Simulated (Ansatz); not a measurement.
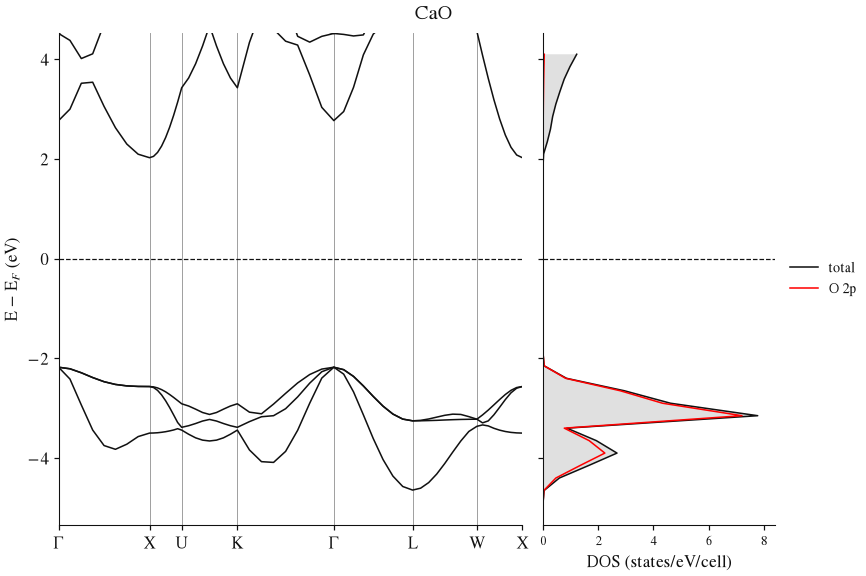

Band structure and density of states. Energies are counted from the Fermi level. The path runs straight from each named point to the next. The partial curves are projected on Löwdin-orthogonalised atomic shells; they sum to less than the total at higher energies, where shells without a projector contribute.

System: CaO, space group Fm-3m, 2 atoms in the cell, a database entry, rescaled.

```cif
data_structure
_symmetry_space_group_name_H-M 'Fm-3m'
_symmetry_Int_Tables_number 225
_cell_length_a 4.9024
_cell_length_b 4.9024
_cell_length_c 4.9024
_cell_angle_alpha 90.000
_cell_angle_beta 90.000
_cell_angle_gamma 90.000
_cell_volume 117.82
loop_
_atom_site_label
_atom_site_type_symbol
_atom_site_symmetry_multiplicity
_atom_site_Wyckoff_symbol
_atom_site_fract_x
_atom_site_fract_y
_atom_site_fract_z
_atom_site_occupancy
Ca1 Ca 4 a 0.00000 0.00000 0.00000 1
O1 O 4 b 0.50000 0.00000 0.00000 1
```

Computed with Ansatz: DFT with r2SCAN, PAW plane waves, no spin polarisation, 9×9×9 k mesh.

Question: Read off the fundamental gap and say whether it is direct.

Answer: The bands leave a gap. The gap along this path is 4.20 eV and indirect, from the valence-band top at Γ to the conduction-band bottom at X; the smallest direct gap is 4.59 eV, at X.

Question: How wide is the upper valence band?

Answer: The upper group of valence states starts about 2.5 eV under the valence-band top (which lies at −2.2 eV on this axis), with a gap beneath it; it holds about 6 electrons a cell.

Question: Which states form the top of the valence band?

Answer: By projected weight, the top eV of the valence band is O 2p almost alone.

Question: Where is the tallest peak in the window, and which states make it?

Answer: The tallest peak in the window is at −3.2 eV; by projected weight it is O 2p almost alone.

The cell is at −7 GPa in this functional.
